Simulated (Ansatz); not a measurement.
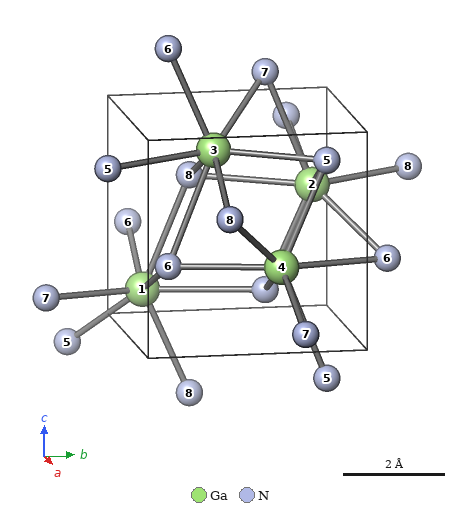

This is the input geometry for a relaxation of crystalline GaN (built on the FeSi (B20)_198 type) (coarse preliminary run). The picture is a ball-and-stick view of the cell of the calculation, seen slightly off an axis.

Case: FeSi (B20) type (P2_13, No. 198).

Method: Ansatz, DFT PBE, scalar-relativistic, plane waves, PAW.

The input:
```yaml
crystal:
  lattice:
    - [4.4468038801, 0.0, 0.0]
    - [0.0, 4.4468038801, 0.0]
    - [0.0, 0.0, 4.4468038801]
  atoms:
    - { symbol: Ga, position: [0.134, 0.134, 0.134] }
    - { symbol: Ga, position: [0.366, 0.866, 0.634] }
    - { symbol: Ga, position: [0.634, 0.366, 0.866] }
    - { symbol: Ga, position: [0.866, 0.634, 0.366] }
    - { symbol: "N", position: [0.8445, 0.8445, 0.8445] }
    - { symbol: "N", position: [0.6555, 0.1555, 0.3445] }
    - { symbol: "N", position: [0.3445, 0.6555, 0.1555] }
    - { symbol: "N", position: [0.1555, 0.3445, 0.6555] }
basis:
  ecutwfc: 420
kpoints:
  mp_grid: { grid: [4, 4, 4] }
hamiltonian:
  xc: pbe
scf:
  occupations: { method: gaussian, width: 0.1 }
  lower_state_search: "off"
output:
  forces: true
  stress: true
  eigenvalues: true
relax:
  adjacent_minimum: "off"
  f_tol: 0.04
  max_steps: 70
  cell: { stress_tol: 0.4 }
```

Launched with:
```bash
ansatz run input.yaml --threads 1 --pin off --max-ram 2560MiB --backend cpu --events-out ev --progress --plain --runs-dir out
```

### What does the optimiser find from here?

The energy falls by 12.787 eV per cell of the calculation in 12 accepted moves (15 points after the start). The largest force component goes from 1.5 to 0.00056 eV/Å. The pressure goes from −6.16 to 0.02 GPa. The line search rejected the trial step at point 10 of the run. At 2 points the geometry stayed and the basis and grid were re-selected for the new cell (energy shift of 25.1 meV per cell of the calculation at most each time). The largest moves relative to the cell, 1.06 Å, are those of Ga1, Ga2, Ga3 and Ga4. Ga1 goes along [−1 −1 −1]. Largest moves by element: Ga 1.06 Å, N 0.74 Å. The volume changes by +7.0 %, with a = b = c 4.447 → 4.548 Å (+2.3 %). Near-neighbour distances that change, for instance: Ga1–N6 2.503 → 3.771 Å, Ga1–N6 (another image) 2.327 → 1.969 Å, Ga1–N5 2.230 → 1.969 Å. Among the angles between lasting bonds that change: Ga2–N5–Ga3 71.7° → 109.5°, N5–Ga3–N7 74.2° → 109.5°, Ga1–N5–Ga2 137.4° → 109.5°. The space group (tolerance 0.01 Å) goes from P2_13 (No. 198) to F-43m (No. 216). The run took 34 s on 1 thread of Intel(R) Xeon(R) 6975P-C (Granite Rapids) (shared host), peak memory 0.38 GiB.

Step by step:

```json
{"step": "0", "E − E(0), meV/atom": "0.00", "largest force component, eV/Å": "1.4615", "pressure, GPa": "-6.16", "volume, Å³/atom": "10.991", "note": ""}
{"step": "1", "E − E(0), meV/atom": "-215.65", "largest force component, eV/Å": "1.8461", "pressure, GPa": "-3.09", "volume, Å³/atom": "10.687", "note": ""}
{"step": "2", "E − E(0), meV/atom": "-511.37", "largest force component, eV/Å": "1.5152", "pressure, GPa": "6.07", "volume, Å³/atom": "10.426", "note": ""}
{"step": "3", "E − E(0), meV/atom": "-737.58", "largest force component, eV/Å": "0.7788", "pressure, GPa": "11.74", "volume, Å³/atom": "10.885", "note": ""}
{"step": "4", "E − E(0), meV/atom": "-940.82", "largest force component, eV/Å": "0.4673", "pressure, GPa": "8.40", "volume, Å³/atom": "12.272", "note": ""}
{"step": "5", "E − E(0), meV/atom": "-1086.03", "largest force component, eV/Å": "0.5031", "pressure, GPa": "2.79", "volume, Å³/atom": "13.579", "note": ""}
{"step": "6", "E − E(0), meV/atom": "-1170.85", "largest force component, eV/Å": "0.4954", "pressure, GPa": "-3.07", "volume, Å³/atom": "13.923", "note": ""}
{"step": "7", "E − E(0), meV/atom": "-1302.76", "largest force component, eV/Å": "0.6432", "pressure, GPa": "-6.85", "volume, Å³/atom": "13.441", "note": ""}
{"step": "8", "E − E(0), meV/atom": "-1485.63", "largest force component, eV/Å": "0.6427", "pressure, GPa": "-9.46", "volume, Å³/atom": "12.770", "note": ""}
{"step": "9", "E − E(0), meV/atom": "-1587.60", "largest force component, eV/Å": "0.1447", "pressure, GPa": "6.32", "volume, Å³/atom": "11.354", "note": ""}
{"step": "10", "E − E(0), meV/atom": "-1452.27", "largest force component, eV/Å": "1.1929", "pressure, GPa": "-11.90", "volume, Å³/atom": "12.832", "note": "rejected"}
{"step": "11", "E − E(0), meV/atom": "-1595.30", "largest force component, eV/Å": "0.0070", "pressure, GPa": "0.46", "volume, Å³/atom": "11.702", "note": ""}
{"step": "12", "E − E(0), meV/atom": "-1595.27", "largest force component, eV/Å": "0.0004", "pressure, GPa": "0.01", "volume, Å³/atom": "11.731", "note": ""}
{"step": "13", "E − E(0), meV/atom": "-1598.40", "largest force component, eV/Å": "0.0004", "pressure, GPa": "0.44", "volume, Å³/atom": "11.731", "note": "same geometry, new basis"}
{"step": "14", "E − E(0), meV/atom": "-1598.35", "largest force component, eV/Å": "0.0006", "pressure, GPa": "0.02", "volume, Å³/atom": "11.760", "note": ""}
{"step": "15", "E − E(0), meV/atom": "-1598.43", "largest force component, eV/Å": "0.0006", "pressure, GPa": "0.02", "volume, Å³/atom": "11.760", "note": "same geometry, new basis"}
```

Final geometry:

```xyz
8
Lattice="4.5482 0.0000 0.0000 0.0000 4.5482 0.0000 0.0000 0.0000 4.5482" Properties=species:S:1:pos:R:3 pbc="T T T"
Ga    4.5481    4.5481    4.5481
Ga    2.2741    0.0000    2.2741
Ga    2.2741    2.2741    0.0000
Ga    0.0000    2.2741    2.2741
N     3.4111    3.4111    3.4111
N     3.4111    1.1370    1.1371
N     1.1371    3.4111    1.1370
N     1.1370    1.1371    3.4111
```

The end point in the same view:

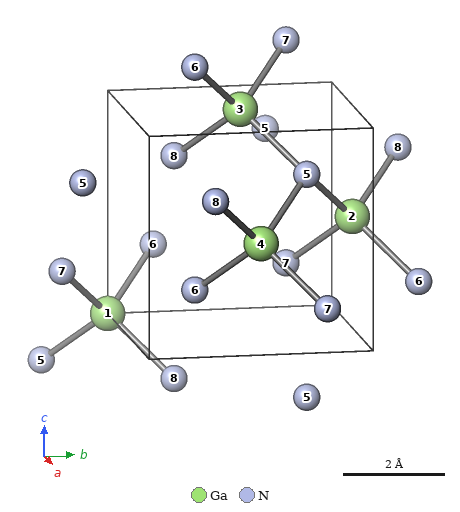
